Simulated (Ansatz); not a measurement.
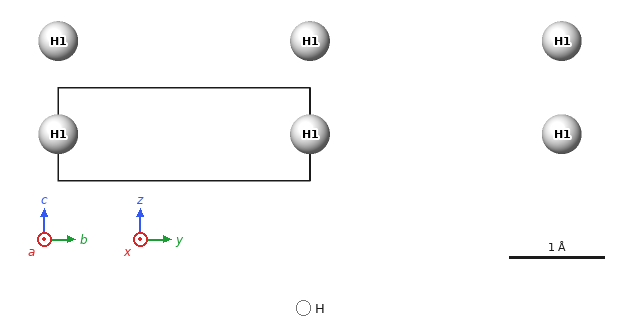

Crystalline H (P4/mmm): the cell is strained equally along x and y and separately along z, with the atoms kept at their fractional coordinates. x, y and z are the Cartesian axes of the input. The picture shows the reference cell. The picture is a ball-and-stick view of the cell of the calculation, repeated 1 × 1 × 1 with one cell outlined, repeated 2 × 2 × 2 with one cell outlined, seen along the a axis.

The calculation used DFT PBE+D3(BJ), scalar-relativistic, plane waves, PAW (Ansatz 0.2.0). Settings: plane-wave cutoff 420 eV; k-point mesh 10 × 10 × 26; occupations gaussian; smearing width 0.05 eV; no spin polarisation. Energies (free energies at the smearing named) are counted from the cell as listed in its source, which wasn't relaxed.

Input
```yaml
crystal:
  lattice:
    - [2.6496387389, 0.0, 0.0]
    - [0.0, 2.6496387389, 0.0]
    - [0.0, 0.0, 0.98049292]
  atoms:
    - { symbol: H, position: [0.0, 0.0, 0.5] }
basis:
  ecutwfc: 420
kpoints:
  mp_grid: { grid: [10, 10, 26] }
hamiltonian:
  xc: pbe
  dispersion: d3bj
scf:
  occupations: { method: gaussian, width: 0.05 }
output:
  forces: true
  stress: true
  eigenvalues: true
```

Run as
```bash
ansatz run input.yaml --threads 1 --pin off --max-ram 1228MiB --backend cpu --events-out ev --progress --plain --runs-dir out
```

Question: Give the energy at each point on a grid with rows −0.050, −0.025, 0.000, 0.025, 0.050 and columns −0.050, −0.025, 0.000, 0.025, 0.050 (strain along x and y; strain along z).

Answer: Rows: strain along x and y; columns: strain along z; values in meV/atom.

|  | −0.050 | −0.025 | 0.000 | 0.025 | 0.050 |
| --- | --- | --- | --- | --- | --- |
| −0.050 | 37.3 | 14.0 | 5.3 | 7.4 | 17.9 |
| −0.025 | 33.8 | 10.6 | 2.2 | 5.1 | 16.5 |
| 0.000 | 31.7 | 8.6 | 0.0 | 2.8 | 14.4 |
| 0.025 | 30.7 | 7.7 | −1.0 | 1.5 | 12.8 |
| 0.050 | 30.5 | 7.6 | −1.1 | 1.2 | 12.2 |

In pairs of (strain along x and y; strain along z): the lowest computed point lies at (0.050, 0.000) (−1.1 meV/atom), the highest at (−0.050, −0.050) (37.3 meV/atom). It lies on the edge of the grid, so the true minimum may be outside the range scanned. The pressure runs from −4.5 GPa at (−0.050, 0.050) to 12.3 GPa at (−0.050, −0.050). The band gap on the mesh, 0.42 eV in the reference, closes at 12 of the 25 computed points.
